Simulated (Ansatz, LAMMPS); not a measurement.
**Site preference of a vacancy of C in amorphous Si0.40C0.60 (202 atoms)**

At which site of amorphous Si0.40C0.60 (202 atoms) does a vacancy of C cost least, and what about the site decides it?

Calculated with Ansatz 0.2.0; Kohn-Sham DFT, LDA, PAW (set soft_2), plane waves.

## 1. Starting point

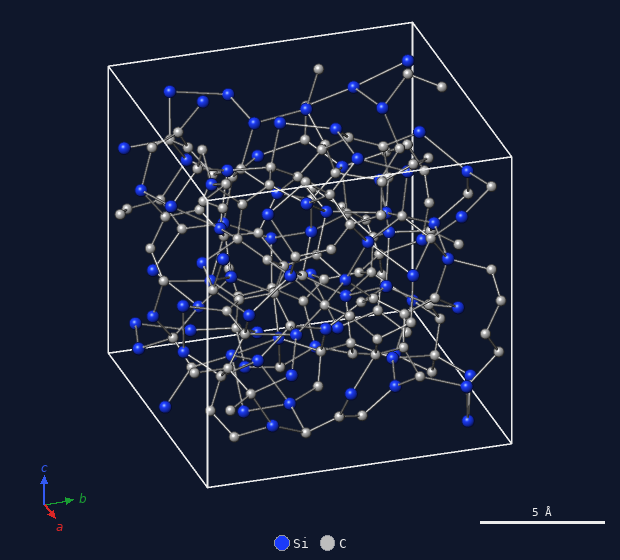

The starting structure, seen from a free direction (silicon blue, carbon light grey). Some periodic images of atoms are drawn too.

The cell holds 202 atoms: 81 Si and 121 C. Its edges and angles: a = 12.910 Å, b = 12.910 Å, c = 12.910 Å, α = 90.0°, β = 90.0°, γ = 90.0°. 202 atoms (81 Si, 121 C) placed at random at 2.88 g/cm³, melted at 4500 K for 10 ps at fixed volume with the Erhart-Albe potential (Erhart and Albe, Phys. Rev. B 71, 035211 (2005)). Quenched from 4500 K to 700 K at 100 K/ps and fixed volume, held 5 ps, then minimised at fixed cell.

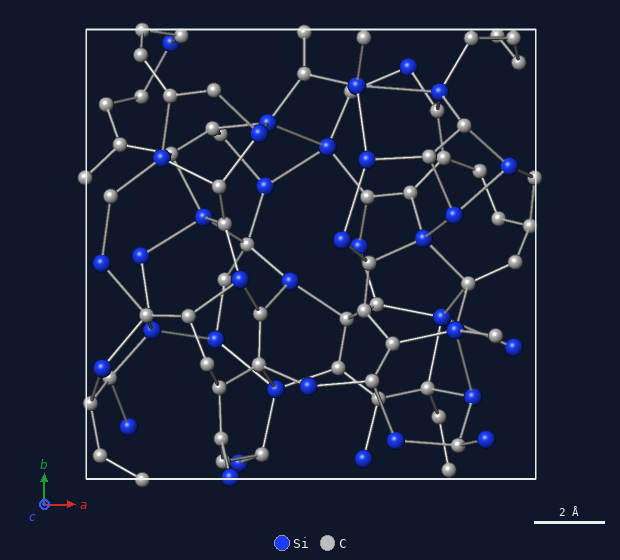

A slice 6 Å thick through the middle of the cell.

What the set-up can't give: The quench rate of 100 K/ps is many orders above laboratory rates, so the cell is likely richer in defects and strain than a real sample. The starting topology of bonds comes from the classical model, and needn't be the one that DFT or experiment would give. Sampling is at Γ alone, for a cell whose shortest periodic width is 13 Å.

## 2. Single point at the start

A single point comes first, to see the forces before anything moves.

input.yaml

```yaml
crystal:
  lattice:
    - [12.9103, 0.0, 0.0]
    - [0.0, 12.9103, 0.0]
    - [0.0, 0.0, 12.9103]
  atoms:
    - { symbol: Si, position: [0.20006, 0.23198, 0.22021] }
    - { symbol: Si, position: [0.92919, 0.87538, 0.18492] }
    - { symbol: Si, position: [0.60734, 0.51675, 0.28989] }
    - { symbol: Si, position: [0.58834, 0.83175, 0.91888] }
    - { symbol: Si, position: [0.30576, 0.21157, 0.9869] }
    - { symbol: Si, position: [0.5668, 0.56344, 0.96047] }
    - { symbol: Si, position: [0.03474, 0.47972, 0.62998] }
    - { symbol: Si, position: [0.38915, 0.81564, 0.05268] }
    - { symbol: Si, position: [0.53731, 0.73855, 0.37155] }
    - { symbol: Si, position: [0.60251, 0.87468, 0.60118] }
    - { symbol: Si, position: [0.39132, 0.8734, 0.23325] }
    - { symbol: Si, position: [0.34064, 0.0356, 0.28225] }
    - { symbol: Si, position: [0.0826, 0.72728, 0.01656] }
    - { symbol: Si, position: [0.85273, 0.24678, 0.84477] }
    - { symbol: Si, position: [0.03856, 0.25757, 0.05826] }
    - { symbol: Si, position: [0.6888, 0.08518, 0.6235] }
    - { symbol: Si, position: [0.45472, 0.03905, 0.01939] }
    - { symbol: Si, position: [0.86066, 0.18227, 0.50715] }
    - { symbol: Si, position: [0.40452, 0.79176, 0.48973] }
    - { symbol: Si, position: [0.74373, 0.57712, 0.93785] }
    - { symbol: Si, position: [0.40721, 0.42745, 0.17786] }
    - { symbol: Si, position: [0.45396, 0.43965, 0.4414] }
    - { symbol: Si, position: [0.66887, 0.37895, 0.07934] }
    - { symbol: Si, position: [0.18299, 0.59099, 0.84521] }
    - { symbol: Si, position: [0.94138, 0.69555, 0.60506] }
    - { symbol: Si, position: [0.49206, 0.0461, 0.73446] }
    - { symbol: Si, position: [0.1684, 0.71384, 0.61901] }
    - { symbol: Si, position: [0.4554, 0.41588, 0.95177] }
    - { symbol: Si, position: [0.12208, 0.49593, 0.38194] }
    - { symbol: Si, position: [0.01191, 0.66184, 0.17868] }
    - { symbol: Si, position: [0.2618, 0.58208, 0.45714] }
    - { symbol: Si, position: [0.09448, 0.11631, 0.31508] }
    [... 164 atom lines left out ...]
    - { symbol: C, position: [0.12326, 0.85065, 0.2721] }
    - { symbol: C, position: [0.12188, 0.94306, 0.63972] }
    - { symbol: C, position: [0.78456, 0.15837, 0.05124] }
    - { symbol: C, position: [0.26971, 0.25512, 0.70894] }
    - { symbol: C, position: [0.63234, 0.23448, 0.77889] }
    - { symbol: C, position: [0.38801, 0.36721, 0.54432] }
kpoints:
  mp_grid: { grid: [1, 1, 1] }
hamiltonian:
  xc: lda
scf:
  occupations: { method: fermi_dirac, width: 0.05 }
output:
  forces: true
```

The run is started by

```console
> ansatz run input.yaml --threads 4 --pin off --max-ram 8192MiB --backend cpu --events-out ev --progress --plain --runs-dir out
```

Numbers of over 12 decimals in the logs are rounded to 6 here.

What it wrote:

```text
[...]
Pseudopotentials: kind: paw
Pseudopotential: Si, paw, valence charge 4, recommended cutoff 420 eV (normal), Si.paw.azcp
Pseudopotential: C, paw, valence charge 4, recommended cutoff 420 eV (normal), C.paw.azcp
[... 3 lines on functional and potentials left out ...]
Crystal: 202 atoms, lattice volume = 2151.835 Å³
Basis set: ecut = 420 eV, 42115 PW (Γ)
Bands: 606, of which v1, the nominal top of the filled ones, is band 404 counted from 1 (403 counted from 0)
Symmetry: 1 space group operations
Space group: P1 (ITA 1), of the structure as read, at distance tolerance 1.3e-4 Å
k-points: 1
[... 7 lines on functional and potentials left out ...]
Initial density: superposition of atomic densities (neutral atoms: chi_scale 0, normalization atom), corrected by the library's trained network
Initial wavefunctions: pseudopotential atomic-orbital guess
[...]
SCF iter   1: F=—  HF=-78570.991170 eV  |F-HF|=—  |Δ(HF+E_count)|=         —  Δρ=1.11e-2  dr2=5.48e0  ethr=1.77e-3  ⟨swp⟩=5.0  Hψ=2561  notcnv=0  defer=152
preconditioner: auto → Kerker (q_TF=auto, 2.317 Å⁻¹)  [metal: Δε(μ)=0.008 eV  Ē_g=11.041 eV  σ=0.050 eV  W_gap=0.04  n_scr=460 (ndim 8)  ℏωp=22.8 eV  f_vac=0.000  D(μ)=56.11/eV (n_scr^D=364)]
[...]
SCF iter   9: F=—  HF=-78570.098489 eV  |F-HF|=—  |Δ(HF+E_count)|=   1.47e-7  Δρ=1.57e-6  dr2=1.39e-7  ethr=2.01e-10  ⟨swp⟩=2.0  Hψ=602  notcnv=0  defer=164
SCF iter  10: F=-78570.098489 eV  HF=-78570.098489 eV  |F-HF|=1.28e-8  |Δ(HF+E_count)|=   1.93e-8  Δρ=5.62e-7  dr2=1.73e-8  ethr=1.24e-11  ⟨swp⟩=4.0  Hψ=1513  notcnv=0
SCF 1 converged in 10 iterations: F = -78570.098489 eV  dr2 = 1.73e-8
[...]
SCF converged after 10 iterations
Free energy (F): -78570.098489 eV
Harris-Foulkes:  -78570.098489 eV  (|F-HF|=1.28e-8)
Internal energy: -78569.619771 eV  (E = F + TS)
E sigma→0 (E₀):  -78569.859130 eV
Entropy (-TS):   -0.478718 eV (-2.370 meV/atom)
Fermi energy:    9.159889 eV
--- Per-component energies (eV) ---
[...]
Σ components = -78570.098489   (vs F -78570.098489, Δ=0.00e0)
--- Forces (eV/Å), atoms counted from 1 ---
  atom   1  Si    -0.52321494    -0.27153117     0.49700307
  atom   2  Si     0.27227856    -0.09020292    -0.10446866
  atom   3  Si     0.48532120     0.72395778     0.81869710
  atom   4  Si     0.40167394     0.28277555    -0.05368172
[...]
atom 202  C      0.55412725    -0.07772248    -0.93693212
  max |Σ_I F_I| component: 4.94e-5 eV/Å
```

The job ended after 35 s (4 threads of Arm Neoverse V2, shared host; peak memory 3.1 GiB).

The r.m.s. force at the start is 0.81 eV/Å.

## 3. Relaxation

With the cell held, the atoms are moved downhill towards a nearby minimum.

input.yaml

```yaml
crystal:
  lattice:
    - [12.9103, 0.0, 0.0]
    - [0.0, 12.9103, 0.0]
    - [0.0, 0.0, 12.9103]
  atoms:
    [... the 202 atom lines of step 2 ...]
kpoints:
  mp_grid: { grid: [1, 1, 1] }
hamiltonian:
  xc: lda
scf:
  occupations: { method: fermi_dirac, width: 0.05 }
output:
  forces: true
relax:
  f_tol: 0.05
  max_steps: 120
```

What it wrote:

```text
[...]
Crystal: 202 atoms, lattice volume = 2151.835 Å³
Basis set: ecut = 420 eV, 42115 PW (Γ)
Bands: 606, of which v1, the nominal top of the filled ones, is band 404 counted from 1 (403 counted from 0)
Symmetry: 1 space group operations
[...]
k-points: 1
[...]
SCF iter   1: F=—  HF=-78570.991168 eV  |F-HF|=—  |Δ(HF+E_count)|=         —  Δρ=1.11e-2  dr2=5.48e0  ethr=1.77e-3  ⟨swp⟩=5.0  Hψ=2561  notcnv=0  defer=152
[...]
SCF iter   6: F=—  HF=-78570.098507 eV  |F-HF|=—  |Δ(HF+E_count)|=   1.49e-4  Δρ=3.87e-5  dr2=1.27e-4  ethr=1.99e-7  ⟨swp⟩=3.0  Hψ=920  notcnv=0  defer=164
SCF iter   7: F=-78570.098476 eV  HF=-78570.098491 eV  |F-HF|=1.53e-5  |Δ(HF+E_count)|=   1.51e-5  Δρ=1.27e-5  dr2=1.80e-5  ethr=7.74e-9  ⟨swp⟩=2.0  Hψ=1457  notcnv=0
SCF 1 converged in 7 iterations: F = -78570.098476 eV  dr2 = 1.80e-5
[...]
relax step   1: F+E_penalty+E_count = -78570.09847616 eV  Δ(F+E_penalty+E_count) = +0.000e0 eV  max|allowed force component| = 3.078e0 eV/Å  Δτ_max = 0.0000 Å  (7 SCF iters, dr2 threshold 6.25e-5 eV, accepted)
[...]
relax step   2: F+E_penalty+E_count = -78579.24080028 eV  Δ(F+E_penalty+E_count) = -9.142e0 eV  max|allowed force component| = 1.952e0 eV/Å  Δτ_max = 0.1996 Å  (7 SCF iters, dr2 threshold 1.00e-4 eV, accepted)
[...]
relax step   3: F+E_penalty+E_count = -78583.80271032 eV  Δ(F+E_penalty+E_count) = -4.562e0 eV  max|allowed force component| = 1.245e0 eV/Å  Δτ_max = 0.1959 Å  (7 SCF iters, dr2 threshold 1.00e-4 eV, accepted)
relax step   4: F+E_penalty+E_count = -78586.28720329 eV  Δ(F+E_penalty+E_count) = -2.484e0 eV  max|allowed force component| = 1.164e0 eV/Å  Δτ_max = 0.1988 Å  (6 SCF iters, dr2 threshold 1.00e-4 eV, accepted)
relax step   5: F+E_penalty+E_count = -78587.82853245 eV  Δ(F+E_penalty+E_count) = -1.541e0 eV  max|allowed force component| = 8.580e-1 eV/Å  Δτ_max = 0.1960 Å  (6 SCF iters, dr2 threshold 1.00e-4 eV, accepted)
relax step   6: F+E_penalty+E_count = -78588.75325848 eV  Δ(F+E_penalty+E_count) = -9.247e-1 eV  max|allowed force component| = 2.154e0 eV/Å  Δτ_max = 0.1973 Å  (7 SCF iters, dr2 threshold 1.00e-4 eV, accepted)
relax step   7: F+E_penalty+E_count = -78589.44578906 eV  Δ(F+E_penalty+E_count) = -6.925e-1 eV  max|allowed force component| = 8.586e-1 eV/Å  Δτ_max = 0.1065 Å  (6 SCF iters, dr2 threshold 1.00e-4 eV, accepted)
relax step   8: F+E_penalty+E_count = -78589.93842412 eV  Δ(F+E_penalty+E_count) = -4.926e-1 eV  max|allowed force component| = 1.369e0 eV/Å  Δτ_max = 0.1946 Å  (7 SCF iters, dr2 threshold 1.00e-4 eV, accepted)
relax step   9: F+E_penalty+E_count = -78590.46328602 eV  Δ(F+E_penalty+E_count) = -5.249e-1 eV  max|allowed force component| = 1.130e0 eV/Å  Δτ_max = 0.1949 Å  (6 SCF iters, dr2 threshold 1.00e-4 eV, accepted)
relax step  10: F+E_penalty+E_count = -78590.95077147 eV  Δ(F+E_penalty+E_count) = -4.875e-1 eV  max|allowed force component| = 6.364e-1 eV/Å  Δτ_max = 0.1948 Å  (6 SCF iters, dr2 threshold 1.00e-4 eV, accepted)
relax step  11: F+E_penalty+E_count = -78591.32548638 eV  Δ(F+E_penalty+E_count) = -3.747e-1 eV  max|allowed force component| = 1.971e0 eV/Å  Δτ_max = 0.1949 Å  (6 SCF iters, dr2 threshold 1.00e-4 eV, accepted)
relax step  12: F+E_penalty+E_count = -78591.60941875 eV  Δ(F+E_penalty+E_count) = -2.839e-1 eV  max|allowed force component| = 1.502e0 eV/Å  Δτ_max = 0.1193 Å  (6 SCF iters, dr2 threshold 1.00e-4 eV, accepted)
relax step  13: F+E_penalty+E_count = -78591.88613118 eV  Δ(F+E_penalty+E_count) = -2.767e-1 eV  max|allowed force component| = 6.868e-1 eV/Å  Δτ_max = 0.1866 Å  (7 SCF iters, dr2 threshold 1.00e-4 eV, accepted)
relax step  14: F+E_penalty+E_count = -78592.11889893 eV  Δ(F+E_penalty+E_count) = -2.328e-1 eV  max|allowed force component| = 4.012e-1 eV/Å  Δτ_max = 0.1036 Å  (6 SCF iters, dr2 threshold 9.86e-5 eV, accepted)
relax step  15: F+E_penalty+E_count = -78592.26812599 eV  Δ(F+E_penalty+E_count) = -1.492e-1 eV  max|allowed force component| = 5.973e-1 eV/Å  Δτ_max = 0.0942 Å  (6 SCF iters, dr2 threshold 3.37e-5 eV, accepted)
relax step  16: F+E_penalty+E_count = -78592.34815874 eV  Δ(F+E_penalty+E_count) = -8.003e-2 eV  max|allowed force component| = 2.760e-1 eV/Å  Δτ_max = 0.0526 Å  (6 SCF iters, dr2 threshold 1.00e-4 eV, accepted)
relax step  17: F+E_penalty+E_count = -78592.42754635 eV  Δ(F+E_penalty+E_count) = -7.939e-2 eV  max|allowed force component| = 3.788e-1 eV/Å  Δτ_max = 0.0599 Å  (6 SCF iters, dr2 threshold 1.63e-5 eV, accepted)
relax step  18: F+E_penalty+E_count = -78592.61541884 eV  Δ(F+E_penalty+E_count) = -1.879e-1 eV  max|allowed force component| = 9.531e-1 eV/Å  Δτ_max = 0.1949 Å  (7 SCF iters, dr2 threshold 3.06e-5 eV, accepted)
relax step  19: F+E_penalty+E_count = -78592.78779081 eV  Δ(F+E_penalty+E_count) = -1.724e-1 eV  max|allowed force component| = 1.014e0 eV/Å  Δτ_max = 0.1948 Å  (6 SCF iters, dr2 threshold 1.00e-4 eV, accepted)
relax step  20: F+E_penalty+E_count = -78592.98714141 eV  Δ(F+E_penalty+E_count) = -1.994e-1 eV  max|allowed force component| = 5.205e-1 eV/Å  Δτ_max = 0.0656 Å  (6 SCF iters, dr2 threshold 1.00e-4 eV, accepted)
relax step  21: F+E_penalty+E_count = -78593.07724684 eV  Δ(F+E_penalty+E_count) = -9.011e-2 eV  max|allowed force component| = 2.454e-1 eV/Å  Δτ_max = 0.0384 Å  (6 SCF iters, dr2 threshold 7.14e-5 eV, accepted)
relax step  22: F+E_penalty+E_count = -78593.12756966 eV  Δ(F+E_penalty+E_count) = -5.032e-2 eV  max|allowed force component| = 3.614e-1 eV/Å  Δτ_max = 0.0581 Å  (6 SCF iters, dr2 threshold 1.34e-5 eV, accepted)
relax step  23: F+E_penalty+E_count = -78593.18077751 eV  Δ(F+E_penalty+E_count) = -5.321e-2 eV  max|allowed force component| = 3.552e-1 eV/Å  Δτ_max = 0.0913 Å  (6 SCF iters, dr2 threshold 2.90e-5 eV, accepted)
relax step  24: F+E_penalty+E_count = -78593.23587427 eV  Δ(F+E_penalty+E_count) = -5.510e-2 eV  max|allowed force component| = 4.600e-1 eV/Å  Δτ_max = 0.1283 Å  (6 SCF iters, dr2 threshold 1.00e-4 eV, accepted)
[...]
relax step  28: F+E_penalty+E_count = -78593.50051688 eV  Δ(F+E_penalty+E_count) = +2.009e-1 eV  max|allowed force component| = 9.365e-1 eV/Å  Δτ_max = 0.1968 Å  (6 SCF iters, dr2 threshold 1.00e-4 eV, rejected (line search))
relax step  29: F+E_penalty+E_count = -78593.82997846 eV  Δ(F+E_penalty+E_count) = -1.286e-1 eV  max|allowed force component| = 5.220e-1 eV/Å  Δτ_max = 0.0958 Å  (8 SCF iters, accepted)
[...]
relax step  34: F+E_penalty+E_count = -78594.91275769 eV  Δ(F+E_penalty+E_count) = -1.514e-1 eV  max|allowed force component| = 3.374e-1 eV/Å  Δτ_max = 0.0932 Å  (6 SCF iters, dr2 threshold 1.00e-4 eV, accepted)
relax step  35: F+E_penalty+E_count = -78594.99712717 eV  Δ(F+E_penalty+E_count) = -8.437e-2 eV  max|allowed force component| = 3.960e-1 eV/Å  Δτ_max = 0.1301 Å  (6 SCF iters, dr2 threshold 8.70e-6 eV, accepted)
relax step  36: F+E_penalty+E_count = -78595.04831360 eV  Δ(F+E_penalty+E_count) = -5.119e-2 eV  max|allowed force component| = 3.278e-1 eV/Å  Δτ_max = 0.1006 Å  (6 SCF iters, dr2 threshold 1.20e-5 eV, accepted)
relax step  37: F+E_penalty+E_count = -78595.08555500 eV  Δ(F+E_penalty+E_count) = -3.724e-2 eV  max|allowed force component| = 3.097e-1 eV/Å  Δτ_max = 0.0456 Å  (6 SCF iters, dr2 threshold 7.36e-5 eV, accepted)
relax step  38: F+E_penalty+E_count = -78595.12739977 eV  Δ(F+E_penalty+E_count) = -4.184e-2 eV  max|allowed force component| = 3.005e-1 eV/Å  Δτ_max = 0.0890 Å  (6 SCF iters, dr2 threshold 6.57e-5 eV, accepted)
relax step  39: F+E_penalty+E_count = -78595.15072131 eV  Δ(F+E_penalty+E_count) = -2.332e-2 eV  max|allowed force component| = 2.400e-1 eV/Å  Δτ_max = 0.0557 Å  (6 SCF iters, dr2 threshold 8.06e-5 eV, accepted)
relax step  40: F+E_penalty+E_count = -78595.16879746 eV  Δ(F+E_penalty+E_count) = -1.808e-2 eV  max|allowed force component| = 1.222e-1 eV/Å  Δτ_max = 0.0343 Å  (6 SCF iters, dr2 threshold 3.68e-5 eV, accepted)
relax step  41: F+E_penalty+E_count = -78595.17368830 eV  Δ(F+E_penalty+E_count) = -4.891e-3 eV  max|allowed force component| = 9.480e-2 eV/Å  Δτ_max = 0.0281 Å  (6 SCF iters, dr2 threshold 3.87e-6 eV, accepted)
relax step  42: F+E_penalty+E_count = -78595.17604357 eV  Δ(F+E_penalty+E_count) = -2.355e-3 eV  max|allowed force component| = 6.324e-2 eV/Å  Δτ_max = 0.0129 Å  (7 SCF iters, accepted)
[...]
relax step  43: F+E_penalty+E_count = -78595.17723555 eV  Δ(F+E_penalty+E_count) = -1.192e-3 eV  max|allowed force component| = 2.951e-2 eV/Å  Δτ_max = 0.0050 Å  (7 SCF iters, accepted)
SCF converged after 7 iterations
Free energy (F): -78595.177236 eV
[...]
Internal energy: -78595.000618 eV  (E = F + TS)
E sigma→0 (E₀):  -78595.088927 eV
Entropy (-TS):   -0.176618 eV (-0.874 meV/atom)
Fermi energy:    9.174456 eV
[...]
Σ components = -78595.177236   (vs F -78595.177236, Δ=0.00e0)
--- Forces (eV/Å), atoms counted from 1 ---
  atom   1  Si     0.00348030     0.00217607    -0.00368829
  atom   2  Si     0.00457020    -0.00755528    -0.00834931
  atom   3  Si    -0.00635945    -0.02269068    -0.01647853
  atom   4  Si     0.00319427     0.00584801     0.00298090
[...]
atom 202  C      0.00090268    -0.00706554     0.00969062
  max |Σ_I F_I| component: 4.65e-5 eV/Å
--- Relaxed structure (43 steps of the walk, 42 accepted, 0 SCFs on fresh bases) ---
  F+E_penalty+E_count = -78595.17723555 eV   max|allowed force component| = 2.951e-2 eV/Å
  atoms:
    - { symbol: Si, position: [0.204866, 0.224642, 0.224696] }
    - { symbol: Si, position: [0.949658, 0.882672, 0.182346] }
    - { symbol: Si, position: [0.616701, 0.494998, 0.283340] }
    - { symbol: Si, position: [0.590152, 0.851662, 0.905804] }
[...]
- { symbol: C, position: [0.415471, 0.353373, 0.578839] }
```

Elapsed: 18 min, on 4 threads; peak memory 3.1 GiB.

The relaxation converged after 43 steps, 25.1 eV below its start, with a largest force component of 0.030 eV/Å.

(Continued in part 2 of 3.)

[Logs are printed without paths, hosts, clocks, repeated set-up lines and the standing remarks that a program may print on its own settings, such as how far it seeks lower states.]

[Hosts, paths, dates, database ids (printed as entryN), source tags and the programs' standing remarks are cut or masked in the printed files.]
